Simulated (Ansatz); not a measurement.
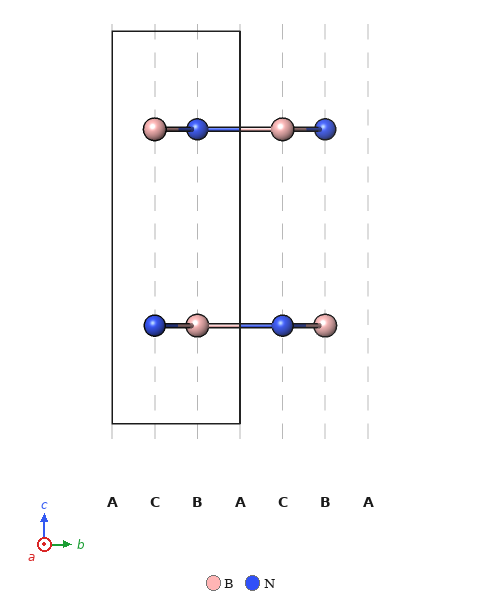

Projection along an edge of the hexagonal mesh, stacking direction c upwards. The dashed lines mark the three columns A (0, 0), B (1/3, 2/3) and C (2/3, 1/3). The sequence starts with the first layer at or above the cell's origin.

System BN; source of the atomic positions: a calculation's input that goes back to an entry of the Crystallography Open Database (an earlier step may have relaxed or displaced it).

**Read off the stacking sequence over one period.**

B(B)+N(C) – N(B)+B(C) (two layers in 6.66 Å).

**How are the N layers alone stacked?**

N layers alone: CB, the hexagonal type.

**Which positions between or in the N layers do the other atoms fill?**

B: two in-plane triangular sites in each hexagonal cell. Two of the two gaps between N layers are empty, 3.33 Å wide.
